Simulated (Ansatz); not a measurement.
# Fe: geometry relaxation (part 1 of 2)

System: Fe (2 atoms in the cell).
Method: DFT, PBE, PAW with Ansatz's default frozen-core files, scalar-relativistic, spin-polarised (Ansatz 0.2.0).

The structure was built on a prototype by a generator; it need not be a known phase. Its volume is 0.72 times that of the source entry. It belongs to a series of runs on one base structure; here: hcp relaxed under pressure, PAW files. Figures and captions count atoms from 1; the log counts them from 0 in places.

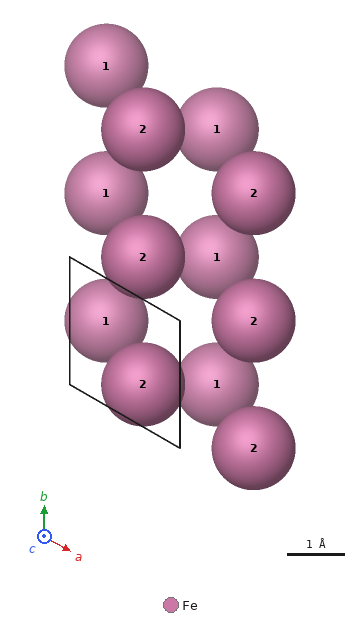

The structure as given in the input (spheres-only view of the cell of the calculation, repeated 2 × 3 × 1, along the c axis; atoms are numbered from 1 in the order of the input).

Input
```yaml
crystal:
  lattice:
    - [2.2642327399, 0.0, 0.0]
    - [-1.1321163699, 1.9608830728, 0.0]
    - [0.0, 0.0, 3.6680570386]
  atoms:
    - { symbol: Fe, position: [0.3333333333, 0.6666666667, 0.25], spin: 2.5 }
    - { symbol: Fe, position: [0.6666666667, 0.3333333333, 0.75], spin: 2.5 }
magnetization:
  spin_polarized: true
kpoints:
  mp_grid: { grid: [19, 19, 11] }
scf:
  occupations: { method: fermi_dirac, width: 0.08 }
hamiltonian:
  xc: pbe
  pseudopotentials: { kind: paw }
output:
  forces: true
  stress: true
  eigenvalues: true
  write_density: true
  write_potential: true
  elf: true
  volumetric_format: npy
relax:
  f_tol: 0.005
  max_steps: 40
  cell: { p_target: 140.0, stress_tol: 0.07 }
```

Run on 2 threads of Arm Neoverse V1, 24 GiB of memory available, shared host.

Command:
```bash
ansatz run input.yaml --threads 2 --pin off --max-ram 7168MiB --backend cpu --events-out ev --progress --plain --runs-dir out
```

Log
```
Engine: ansatz 0.2.0, aarch64-unknown-linux-gnu
Pseudopotentials: kind: paw
Pseudopotential: Fe, paw, valence charge 16, recommended cutoff 420 eV (normal), Fe.paw.azcp
Functional definition: PBE
  parameter kappa = 0.804
  parameter beta = 0.06672455060314922
  exchange = pbe_x(kappa = kappa, mu = beta*pi^2/3)
  correlation = pbe_c(beta = beta)
Crystal: 2 atoms, lattice volume = 16.286 Å³
Basis set: ecut = 420 eV, 313 PW (Γ), exchange–correlation on 32×32×50 points (8 copies of the dense FFT grid, shifted against one another)
Bands: 23, of which v1, the nominal top of the filled ones, is band 16 counted from 1 (15 counted from 0)
Symmetry: 24 space group operations
Space group: P63/mmc (ITA 194), of the structure as read, at distance tolerance 2.5e-5 Å
Magnetic group: BNS 194.263 (UNI 1493), of the structure as read, at distance tolerance 2.5e-5 Å
k-points: 240 of 3971
Non-local potential: Fe, projectors of the file, l = 0: 3, l = 1: 2, l = 2: 3, l = 3: 1
PAW form: soft (Blöchl's): semilocal exchange-correlation on the pseudo side does not see the compensation charge
PAW one-centre angular grid: Fe, 590 points (default); XC on 64 Gauss nodes
Initial density: superposition of atomic densities (chi_scale 0.1, normalization cell)
Starting moments: Σ|m| = 5 μB on 2 of 2 sites
Initial wavefunctions: pseudopotential atomic-orbital guess
Functional: x = pbe(κ = 0.804, μ = 0.2195149727645171), c = pbe(β = 0.06672455060314922)
SCF iter   1: F=—  HF=-8955.941664 eV  |F-HF|=—  |Δ(HF+E_count)|=         —  Δρ=1.89e-1 (↑1.89e-1 ↓7.22e-2)  dr2=4.93e0  dr2_m=1.21e0  M=3.161 μB ∫|m|=3.218 μB  β_m=0.30  ethr=3.10e-3  ⟨swp⟩=5.2  Hψ=42112  notcnv=0
Mixer restart at iter 1: flushing history
preconditioner: auto → none  [metal: Δε(μ)=0.003 eV  Ē_g=11.870 eV  σ=0.080 eV  W_gap=0.01  n_scr=2 (ndim 8)  ℏωp=36.8 eV  f_vac=0.000  D(μ)=3.29/eV (n_scr^D=54)  sad-step TF]
SCF iter   2: F=—  HF=-8955.176589 eV  |F-HF|=—  |Δ(HF+E_count)|=   7.65e-1  Δρ=9.92e-2 (↑9.92e-2 ↓4.66e-2)  dr2=7.23e-1  dr2_m=6.48e-1  M=3.073 μB ∫|m|=3.142 μB  β_m=0.44  ethr=3.10e-3  ⟨swp⟩=3.6  Hψ=24347  notcnv=0  defer=633
SCF iter   3: F=—  HF=-8957.496648 eV  |F-HF|=—  |Δ(HF+E_count)|=    2.32e0  Δρ=6.50e-2 (↑6.50e-2 ↓5.83e-2)  dr2=1.40e-2  dr2_m=5.64e-1  M=2.545 μB ∫|m|=2.636 μB  β_m=0.72  ethr=2.26e-3  ⟨swp⟩=2.0  Hψ=12960  notcnv=0  defer=633
SCF iter   4: F=—  HF=-8960.474563 eV  |F-HF|=—  |Δ(HF+E_count)|=         —  Δρ=2.28e-1 (↑2.28e-1 ↓1.90e-1)  dr2=1.57e-1  dr2_m=6.53e0  M=0.092 μB ∫|m|=0.202 μB  β_m=1.00  ethr=4.36e-5  ⟨swp⟩=3.0  Hψ=23157  notcnv=0  defer=634
Mixer restart at iter 4: flushing history
SCF iter   5: F=—  HF=-8960.248233 eV  |F-HF|=—  |Δ(HF+E_count)|=   2.26e-1  Δρ=7.73e-2 (↑5.84e-2 ↓7.73e-2)  dr2=1.71e0  dr2_m=1.38e-2  M=0.051 μB ∫|m|=0.076 μB  β_m=0.72  ethr=1.56e-4  ⟨swp⟩=3.4  Hψ=27780  notcnv=0  defer=621
SCF iter   6: F=—  HF=-8961.015245 eV  |F-HF|=—  |Δ(HF+E_count)|=   7.67e-1  Δρ=1.02e-1 (↑1.02e-1 ↓8.88e-2)  dr2=3.25e0  dr2_m=6.55e-3  M=0.014 μB ∫|m|=0.029 μB  β_m=0.37  ethr=1.56e-4  ⟨swp⟩=4.3  Hψ=34658  notcnv=0  defer=202
SCF iter   7: F=—  HF=-8959.785498 eV  |F-HF|=—  |Δ(HF+E_count)|=    1.23e0  Δρ=3.13e-2 (↑3.13e-2 ↓1.94e-2)  dr2=2.23e-1  dr2_m=5.62e-3  M=0.018 μB ∫|m|=0.032 μB  β_m=0.76  ethr=1.56e-4  ⟨swp⟩=3.1  Hψ=28507  notcnv=0  defer=198
SCF iter   8: F=—  HF=-8959.691330 eV  |F-HF|=—  |Δ(HF+E_count)|=   9.42e-2  Δρ=3.28e-3 (↑3.28e-3 ↓1.00e-3)  dr2=1.11e-3  dr2_m=2.36e-4  M=-0.005 μB ∫|m|=0.007 μB  β_m=0.61  ethr=1.56e-4  ⟨swp⟩=2.9  Hψ=24585  notcnv=0  defer=198
SCF iter   9: F=—  HF=-8959.689918 eV  |F-HF|=—  |Δ(HF+E_count)|=   1.41e-3  Δρ=3.92e-4 (↑3.92e-4 ↓8.37e-5)  dr2=1.32e-5  dr2_m=6.98e-6  M=0.001 μB ∫|m|=0.001 μB  β_m=0.76  ethr=3.46e-6  ⟨swp⟩=2.2  Hψ=20930  notcnv=0  defer=195
SCF iter  10: F=—  HF=-8959.689961 eV  |F-HF|=—  |Δ(HF+E_count)|=   4.29e-5  Δρ=5.38e-5 (↑1.30e-5 ↓5.38e-5)  dr2=3.98e-7  dr2_m=8.23e-8  M=0.000 μB ∫|m|=0.000 μB  β_m=0.85  ethr=4.12e-8  ⟨swp⟩=1.8  Hψ=14357  notcnv=0  defer=195
SCF iter  11: F=—  HF=-8959.689964 eV  |F-HF|=—  |Δ(HF+E_count)|=   2.43e-6  Δρ=1.45e-5 (↑1.45e-5 ↓1.24e-5)  dr2=7.62e-8  dr2_m=6.57e-10  M=-0.000 μB ∫|m|=0.000 μB  β_m=0.93  ethr=1.24e-9  ⟨swp⟩=2.1  Hψ=18392  notcnv=0  defer=195
SCF iter  12: F=—  HF=-8959.689964 eV  |F-HF|=—  |Δ(HF+E_count)|=   8.58e-8  Δρ=3.94e-6 (↑3.04e-6 ↓3.94e-6)  dr2=4.98e-9  dr2_m=3.26e-11  M=0.000 μB ∫|m|=0.000 μB  β_m=0.89  ethr=2.38e-10  ⟨swp⟩=2.1  Hψ=14875  notcnv=0  defer=195
SCF iter  13: F=-8959.689964 eV  HF=-8959.689964 eV  |F-HF|=1.00e-10  |Δ(HF+E_count)|=   1.74e-9  Δρ=6.61e-7 (↑4.11e-7 ↓6.61e-7)  dr2=1.23e-10  dr2_m=2.61e-12  M=0.000 μB ∫|m|=0.000 μB  ethr=1.56e-11  ⟨swp⟩=7.1  Hψ=60621  notcnv=0
WARN: the starting moments were not kept: the SCF closed with an absolute magnetisation of 1.9e-6 μB, where they sum to 5 μB in size (2 sites). That is at most 0.1 of that sum. Measured as dr2_m measures the in/out step, that magnetisation stands 3.0e-12 eV from none, at or under the dr2_threshold of 1.0e-7 eV: it is no larger than a step whose dr2_m would equal this threshold. The system may hold no moment; this SCF shows only that its start led to no more than that. To try another start: raise the starting moments (crystal.atoms[].spin, magnetization.per_species, magnetization.initial_magnetization, or on a non-collinear deck that types none of these the spinor_matrix: blocks that start its atoms; where the total moment is fixed, keep their sum and leave initial_magnetization as it is; typed ones take the place of any that the run laid by itself, positive ones on a crystal's lanthanoids without a Hubbard term where scf.initial_density.shell_occupations: [] is typed) or, if the notice of its spin-set hold's release reads "site moments contracting" or "site moments show no strong build", lengthen the hold (scf.mixing.spin_hold: { on: { confirm: 4 } }; for m-r²SCAN on two components see the key's manual first). Each may lead to a state that holds a moment. A second SCF, from the converged charge density, with the starting moments and any scf.initial_density.shell_occupations laid on it anew, would have followed, and was not run: the deck does not ask for one (magnetization.retry_lost_moments is false, the default). To let it run, set magnetization.retry_lost_moments: true and run the deck again, where that key's refused combinations let it; where memory then withholds it, that run's warning says so.
SCF 1 converged in 13 iterations: F = -8959.689964 eV  dr2 = 1.23e-10
  greatest PAW one-centre occupation: 1.000 electrons in one spin orbital (limit 2), on the Fe atom at site 1 (counted from 0), in its partial waves of l = 0
relax step   1: F+E_penalty+E_count = -8959.68996375 eV  Δ(F+E_penalty+E_count) = +0.000e0 eV  max|allowed force component| = 1.388e-17 eV/Å  Δτ_max = 0.0000 Å  P = +108.974 GPa  Ω = 16.286 Å³  (13 SCF iters, dr2 threshold 1.00e-7 eV, accepted)
Crystal: 2 atoms, lattice volume = 15.804 Å³
Initial density: handed on by an earlier stage of this run
Starting moments: Σ|m| = 5 μB on 2 of 2 sites; this step starts from the density that it was given
Initial wavefunctions: those handed on with the density
iter 1 solved again at ethr=3.93e-5 eV; its pass at ethr=3.10e-3 eV (dr2=1.26e-2 eV) is discarded
SCF iter   1: F=—  HF=-8959.325271 eV  |F-HF|=—  |Δ(HF+E_count)|=         —  Δρ=9.83e-3 (↑9.83e-3 ↓5.42e-3)  dr2=1.21e-2  dr2_m=4.81e-3  M=0.030 μB ∫|m|=0.030 μB  β_m=0.30  ethr=3.93e-5  ⟨swp⟩=1.0  Hψ=56436  notcnv=0
preconditioner: auto → none  [metal: Δε(μ)=0.012 eV  Ē_g=12.002 eV  σ=0.080 eV  W_gap=0.04  n_scr=2 (ndim 8)  ℏωp=37.4 eV  f_vac=0.000  D(μ)=1.64/eV (n_scr^D=22)]
SCF iter   2: F=—  HF=-8959.326080 eV  |F-HF|=—  |Δ(HF+E_count)|=   8.09e-4  Δρ=4.61e-3 (↑4.61e-3 ↓4.49e-3)  dr2=2.51e-4  dr2_m=2.79e-3  M=0.022 μB ∫|m|=0.022 μB  β_m=0.33  ethr=3.79e-5  ⟨swp⟩=2.0  Hψ=17450  notcnv=0
SCF iter   3: F=—  HF=-8959.331466 eV  |F-HF|=—  |Δ(HF+E_count)|=   5.39e-3  Δρ=3.47e-3 (↑3.28e-3 ↓3.47e-3)  dr2=1.21e-4  dr2_m=1.56e-3  M=0.016 μB ∫|m|=0.016 μB  β_m=0.66  ethr=7.84e-7  ⟨swp⟩=2.0  Hψ=16374  notcnv=0
SCF iter   4: F=—  HF=-8959.338113 eV  |F-HF|=—  |Δ(HF+E_count)|=         —  Δρ=1.14e-3 (↑4.17e-4 ↓1.14e-3)  dr2=2.11e-4  dr2_m=3.12e-5  M=0.001 μB ∫|m|=0.001 μB  β_m=0.66  ethr=3.79e-7  ⟨swp⟩=2.1  Hψ=20170  notcnv=0
Mixer restart at iter 4: flushing history
SCF iter   5: F=—  HF=-8959.338194 eV  |F-HF|=—  |Δ(HF+E_count)|=   8.09e-5  Δρ=8.43e-4 (↑8.43e-4 ↓5.15e-4)  dr2=1.43e-4  dr2_m=5.69e-6  M=0.001 μB ∫|m|=0.001 μB  β_m=0.54  ethr=3.79e-7  ⟨swp⟩=2.0  Hψ=18966  notcnv=0
SCF iter   6: F=—  HF=-8959.338129 eV  |F-HF|=—  |Δ(HF+E_count)|=   6.52e-5  Δρ=3.78e-4 (↑1.23e-4 ↓3.78e-4)  dr2=2.12e-5  dr2_m=3.96e-6  M=0.000 μB ∫|m|=0.000 μB  β_m=0.60  ethr=3.79e-7  ⟨swp⟩=2.3  Hψ=18183  notcnv=0
SCF iter   7: F=—  HF=-8959.338133 eV  |F-HF|=—  |Δ(HF+E_count)|=   3.83e-6  Δρ=8.90e-5 (↑2.35e-5 ↓8.90e-5)  dr2=9.32e-7  dr2_m=2.79e-7  M=0.000 μB ∫|m|=0.000 μB  β_m=0.79  ethr=6.62e-8  ⟨swp⟩=2.1  Hψ=13928  notcnv=0
SCF iter   8: F=—  HF=-8959.338133 eV  |F-HF|=—  |Δ(HF+E_count)|=   4.32e-7  Δρ=9.10e-6 (↑3.57e-6 ↓9.10e-6)  dr2=7.46e-9  dr2_m=4.44e-9  M=0.000 μB ∫|m|=0.000 μB  β_m=0.80  ethr=2.91e-9  ⟨swp⟩=2.1  Hψ=14690  notcnv=0
SCF iter   9: F=-8959.338133 eV  HF=-8959.338133 eV  |F-HF|=0.00e0  |Δ(HF+E_count)|=   8.38e-9  Δρ=7.34e-7 (↑7.34e-7 ↓5.67e-7)  dr2=3.56e-11  dr2_m=1.13e-11  M=0.000 μB ∫|m|=0.000 μB  ethr=2.33e-11  ⟨swp⟩=4.9  Hψ=59638  notcnv=0
the search or the solves at the SCF's close seem to have found levels that the self-consistency loop had missed (the run counts 1). By its estimate they hold under 1e-12 electrons; where the run keeps them, the occupations were computed again with them
the starting moments were not kept: the SCF closed with an absolute magnetisation of 3.7e-6 μB, where they sum to 5 μB in size (2 sites). That is at most 0.1 of that sum. Measured as dr2_m measures the in/out step, that magnetisation stands 1.1e-11 eV from none, at or under the dr2_threshold of 2.0e-7 eV: it is no larger than a step whose dr2_m would equal this threshold.
SCF 2 converged in 9 iterations: F = -8959.338133 eV  dr2 = 3.56e-11
relax step   2: F+E_penalty+E_count = -8959.33813339 eV  Δ(F+E_penalty+E_count) = +3.518e-1 eV  max|allowed force component| = 3.007e-17 eV/Å  Δτ_max = 0.0000 Å  P = +131.945 GPa  Ω = 15.804 Å³  energy of the carried Pulay correction = +7.328e-4 eV  (9 SCF iters, dr2 threshold 2.00e-7 eV, accepted)
Crystal: 2 atoms, lattice volume = 15.633 Å³
Basis set: ecut = 420 eV, 311 PW (Γ), exchange–correlation on 32×32×50 points (8 copies of the dense FFT grid, shifted against one another)
iter 1 solved again at ethr=1.15e-5 eV; its pass at ethr=3.10e-3 eV (dr2=3.68e-3 eV) is discarded
SCF iter   1: F=—  HF=-8959.191756 eV  |F-HF|=—  |Δ(HF+E_count)|=         —  Δρ=4.72e-3 (↑4.72e-3 ↓2.92e-3)  dr2=3.62e-3  dr2_m=9.04e-4  M=0.010 μB ∫|m|=0.010 μB  β_m=0.65  ethr=1.15e-5  ⟨swp⟩=1.5  Hψ=54408  notcnv=0
preconditioner: auto → none  [metal: Δε(μ)=0.001 eV  Ē_g=12.127 eV  σ=0.080 eV  W_gap=0.00  n_scr=2 (ndim 8)  ℏωp=37.6 eV  f_vac=0.000  D(μ)=1.59/eV (n_scr^D=22)]
SCF iter   2: F=—  HF=-8959.194965 eV  |F-HF|=—  |Δ(HF+E_count)|=   3.21e-3  Δρ=4.50e-3 (↑3.40e-3 ↓4.50e-3)  dr2=4.83e-3  dr2_m=1.98e-4  M=0.004 μB ∫|m|=0.004 μB  β_m=0.32  ethr=1.13e-5  ⟨swp⟩=2.0  Hψ=21497  notcnv=0
SCF iter   3: F=—  HF=-8959.193051 eV  |F-HF|=—  |Δ(HF+E_count)|=   1.91e-3  Δρ=1.52e-3 (↑1.34e-3 ↓1.52e-3)  dr2=4.69e-5  dr2_m=2.63e-4  M=0.005 μB ∫|m|=0.005 μB  β_m=0.66  ethr=1.13e-5  ⟨swp⟩=2.2  Hψ=17377  notcnv=0
SCF iter   4: F=—  HF=-8959.195353 eV  |F-HF|=—  |Δ(HF+E_count)|=   2.30e-3  Δρ=6.34e-4 (↑3.97e-4 ↓6.34e-4)  dr2=9.96e-5  dr2_m=4.50e-6  M=0.000 μB ∫|m|=0.000 μB  β_m=0.83  ethr=1.47e-7  ⟨swp⟩=2.0  Hψ=19024  notcnv=0
SCF iter   5: F=—  HF=-8959.195593 eV  |F-HF|=—  |Δ(HF+E_count)|=   2.40e-4  Δρ=2.54e-4 (↑2.06e-4 ↓2.54e-4)  dr2=1.90e-5  dr2_m=1.17e-7  M=0.000 μB ∫|m|=0.000 μB  β_m=0.77  ethr=1.47e-7  ⟨swp⟩=2.6  Hψ=18517  notcnv=0
SCF iter   6: F=—  HF=-8959.195621 eV  |F-HF|=—  |Δ(HF+E_count)|=   2.81e-5  Δρ=7.60e-5 (↑7.20e-5 ↓7.60e-5)  dr2=2.06e-6  dr2_m=8.21e-10  M=0.000 μB ∫|m|=0.000 μB  β_m=0.89  ethr=5.95e-8  ⟨swp⟩=2.1  Hψ=14869  notcnv=0
SCF iter   7: F=—  HF=-8959.195629 eV  |F-HF|=—  |Δ(HF+E_count)|=   8.08e-6  Δρ=2.27e-5 (↑2.25e-5 ↓2.27e-5)  dr2=2.06e-7  dr2_m=6.81e-11  M=0.000 μB ∫|m|=0.000 μB  β_m=0.94  ethr=6.44e-9  ⟨swp⟩=2.2  Hψ=17201  notcnv=0
SCF iter   8: F=—  HF=-8959.195629 eV  |F-HF|=—  |Δ(HF+E_count)|=   5.15e-7  Δρ=7.38e-6 (↑6.33e-6 ↓7.38e-6)  dr2=1.77e-8  dr2_m=4.82e-11  M=-0.000 μB ∫|m|=0.000 μB  β_m=0.95  ethr=6.44e-10  ⟨swp⟩=2.0  Hψ=18814  notcnv=0
SCF iter   9: F=-8959.195629 eV  HF=-8959.195629 eV  |F-HF|=9.19e-10  |Δ(HF+E_count)|=   4.41e-8  Δρ=1.82e-6 (↑1.60e-6 ↓1.82e-6)  dr2=1.09e-9  dr2_m=1.92e-12  M=-0.000 μB ∫|m|=0.000 μB  ethr=5.54e-11  ⟨swp⟩=5.2  Hψ=61272  notcnv=0
the starting moments were not kept: the SCF closed with an absolute magnetisation of 1.3e-6 μB, where they sum to 5 μB in size (2 sites). That is at most 0.1 of that sum. Measured as dr2_m measures the in/out step, that magnetisation stands 1.6e-12 eV from none, at or under the dr2_threshold of 2.0e-7 eV: it is no larger than a step whose dr2_m would equal this threshold.
SCF 3 converged in 9 iterations: F = -8959.195629 eV  dr2 = 1.09e-9
relax step   3: F+E_penalty+E_count = -8959.19562927 eV  Δ(F+E_penalty+E_count) = +1.425e-1 eV  max|allowed force component| = 5.320e-17 eV/Å  Δτ_max = 0.0000 Å  P = +140.943 GPa  Ω = 15.633 Å³  energy of the carried Pulay correction = +9.998e-4 eV  (9 SCF iters, dr2 threshold 2.00e-7 eV, accepted)
Crystal: 2 atoms, lattice volume = 15.649 Å³
iter 1 solved again at ethr=9.21e-8 eV; its pass at ethr=3.10e-3 eV (dr2=2.95e-5 eV) is discarded
SCF iter   1: F=—  HF=-8959.209684 eV  |F-HF|=—  |Δ(HF+E_count)|=         —  Δρ=4.18e-4 (↑4.18e-4 ↓2.42e-4)  dr2=3.11e-5  dr2_m=5.71e-6  M=-0.001 μB ∫|m|=0.001 μB  β_m=0.65  ethr=9.21e-8  ⟨swp⟩=2.2  Hψ=51260  notcnv=0
preconditioner: auto → none  [metal: Δε(μ)=0.016 eV  Ē_g=12.132 eV  σ=0.080 eV  W_gap=0.05  n_scr=2 (ndim 8)  ℏωp=37.5 eV  f_vac=0.000  D(μ)=1.60/eV (n_scr^D=22)]
SCF iter   2: F=—  HF=-8959.209710 eV  |F-HF|=—  |Δ(HF+E_count)|=   2.62e-5  Δρ=4.15e-4 (↑3.12e-4 ↓4.15e-4)  dr2=4.16e-5  dr2_m=1.41e-6  M=-0.000 μB ∫|m|=0.000 μB  β_m=0.31  ethr=9.21e-8  ⟨swp⟩=2.0  Hψ=18462  notcnv=0
SCF iter   3: F=—  HF=-8959.209693 eV  |F-HF|=—  |Δ(HF+E_count)|=   1.68e-5  Δρ=1.27e-4 (↑1.15e-4 ↓1.27e-4)  dr2=3.42e-7  dr2_m=1.85e-6  M=-0.001 μB ∫|m|=0.001 μB  β_m=0.66  ethr=9.21e-8  ⟨swp⟩=2.3  Hψ=16532  notcnv=0
SCF iter   4: F=—  HF=-8959.209713 eV  |F-HF|=—  |Δ(HF+E_count)|=   1.95e-5  Δρ=6.53e-5 (↑3.53e-5 ↓6.53e-5)  dr2=9.24e-7  dr2_m=5.33e-8  M=-0.000 μB ∫|m|=0.000 μB  β_m=0.83  ethr=1.07e-9  ⟨swp⟩=2.1  Hψ=18870  notcnv=0
SCF iter   5: F=—  HF=-8959.209715 eV  |F-HF|=—  |Δ(HF+E_count)|=   2.29e-6  Δρ=2.24e-5 (↑1.84e-5 ↓2.24e-5)  dr2=1.50e-7  dr2_m=1.14e-9  M=-0.000 μB ∫|m|=0.000 μB  β_m=0.76  ethr=1.07e-9  ⟨swp⟩=2.3  Hψ=18343  notcnv=0
SCF iter   6: F=-8959.209715 eV  HF=-8959.209715 eV  |F-HF|=8.99e-8  |Δ(HF+E_count)|=   3.52e-7  Δρ=1.74e-5 (↑1.65e-5 ↓1.74e-5)  dr2=1.12e-7  dr2_m=5.22e-11  M=-0.000 μB ∫|m|=0.000 μB  ethr=4.70e-10  ⟨swp⟩=5.8  Hψ=62881  notcnv=0
the starting moments were not kept: the SCF closed with an absolute magnetisation of 3.5e-6 μB, where they sum to 5 μB in size (2 sites). That is at most 0.1 of that sum. Measured as dr2_m measures the in/out step, that magnetisation stands 1.0e-11 eV from none, at or under the dr2_threshold of 2.0e-7 eV: it is no larger than a step whose dr2_m would equal this threshold.
SCF 4 converged in 6 iterations: F = -8959.209715 eV  dr2 = 1.12e-7
relax step   4: F+E_penalty+E_count = -8959.20971512 eV  Δ(F+E_penalty+E_count) = -1.409e-2 eV  max|allowed force component| = 6.014e-17 eV/Å  Δτ_max = 0.0000 Å  P = +140.084 GPa  Ω = 15.649 Å³  energy of the carried Pulay correction = +9.750e-4 eV  (6 SCF iters, dr2 threshold 2.00e-7 eV, accepted)
Crystal: 2 atoms, lattice volume = 15.651 Å³
iter 1 solved again at ethr=6.04e-10 eV; its pass at ethr=3.10e-3 eV (dr2=1.93e-7 eV) is discarded
```
